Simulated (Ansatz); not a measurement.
**TaS$_{2}$: density, localisation and related maps**

```
Ta S
1.0
     3.35000    0.00000    0.00000
    -1.67500    2.90119    0.00000
     0.00000    0.00000    5.86000
Ta S
1 2
Direct
  0.00000 0.00000 0.00000
  0.66667 0.33333 0.75000
  0.33333 0.66667 0.25000
```

Space group P-3m1; not relaxed (largest force 1.1 eV/Å); computed pressure about 9 GPa in this cell.

The calculation used Kohn-Sham DFT of a periodic cell, PBE, Ansatz PAW (Ansatz 0.2.0).

In a PAW calculation such maps are meaningful between the atoms, not at the nuclei.

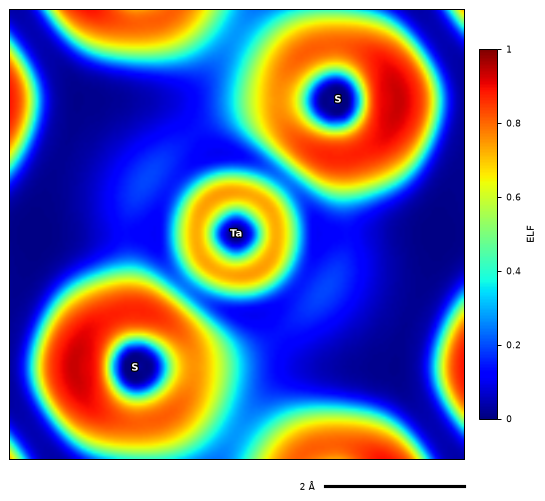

Figure 1. Electron localisation function on the (110) plane of the conventional cell.

What does the map show?

Atoms in the plane: Ta and S.
Ta–S (2.43 Å): the ELF peaks at about 0.85 in the valence shell of S, 0.8 Å from its nucleus, and is about 0.40 at the midpoint.
The features right at Ta lie inside the PAW spheres, where the map follows smoothed inner orbitals and isn't to be read closely.

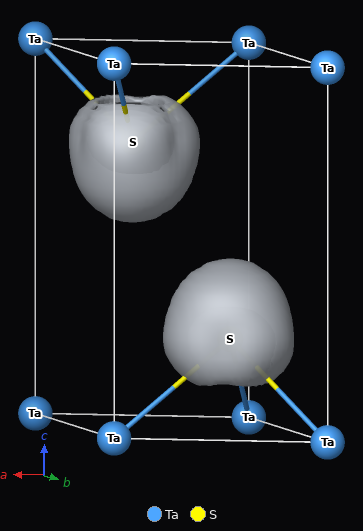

Figure 2. Isosurface of the electron localisation function at 0.8 (grey), seen at an oblique angle. Core shells and regions of very low density are left out. Sticks mark near contacts.

Identify the bonds, lone pairs and shells in this picture.

The surface consists of two regions wrapped around S (the valence shell of each), counted in one cell of 3 atoms. Regions shared between cells count once.

Metal or insulator at this level of theory?

It is gapless in this calculation (a metal or semimetal); semilocal functionals without U, or without the true magnetic order, often close the gap of such compounds.
